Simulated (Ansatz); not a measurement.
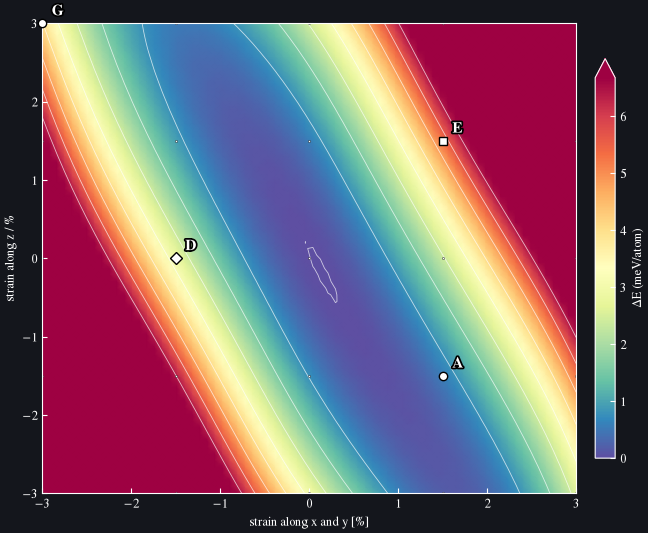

Ga3Se (Pm-3m, No. 221; 4 atoms in the cell). 
- The cell is strained homogeneously, by one strain along x and y and another along z, with fractional coordinates fixed (x, y and z along the cube axes).
- First axis: strain along x and y. Second axis: strain along z.
- The grid has 5 × 5 points.
- Points are written as (first, second).
- Energies are in meV/atom, from the lowest grid point.
- The calculation used DFT PBE+D3(BJ), scalar-relativistic, plane waves, PAW in Ansatz. Settings: cutoff 420 eV, k-mesh 12×12×12, gaussian smearing 0.15 eV, no spin polarisation.

In the figure: a smooth colour map with a few white contour lines, dots at the grid points, one colour for all values above the top of the scale, lettered points. Between grid points the surface is interpolated.

### Rank the lettered points by energy, lowest first.

A (0.6 meV/atom), D (2.9 meV/atom), G (4.0 meV/atom), E (5.3 meV/atom).
